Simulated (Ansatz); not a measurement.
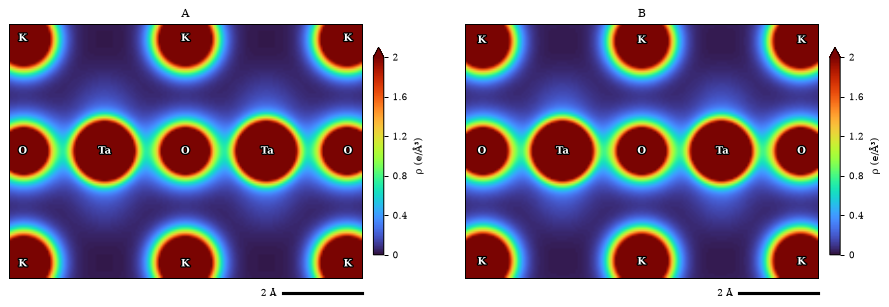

KTaO$_{3}$. The valence electron density of two cells that differ in size, on the (101̄) plane of each (indices in the axes of the calculation cell), at one length scale and on one colour scale: A has 13.3 Å³ an atom and B 12.7.

Level of theory: DFT PBEsol, scalar-relativistic, plane waves, PAW (Ansatz).

In a PAW calculation such maps are meaningful between the atoms, not at the nuclei.

The larger cell:

```xyz
5
Lattice="4.1097 0.0000 0.0000 0.0000 4.1097 0.0000 0.0000 0.0000 3.9477" Properties=species:S:1:pos:R:3 pbc="T T T"
K     2.0548    2.0548    1.9739
Ta    0.0000    0.0000    0.0000
O     2.0548    0.0000    0.0000
O     0.0000    2.0548    0.0000
O     0.0000    0.0000    1.9739
```

The smaller cell: a = 4.039 Å, b = 4.039 Å, c = 3.880 Å, α = 90.00°, β = 90.00°, γ = 90.00°.

### What does the compression do to the bonding and the properties?

From the larger cell to the smaller, Ta–O goes from 2.05 to 2.02 Å, and the density at its midpoint from 0.75 to 0.82 e/Å³; K–O goes from 2.85 to 2.80 Å, and the density at its midpoint from 0.1 to 0.11 e/Å³; the pressure goes from −9 to 0.6 GPa; the Kohn–Sham gap goes from 1.9 eV to 2.1 eV.
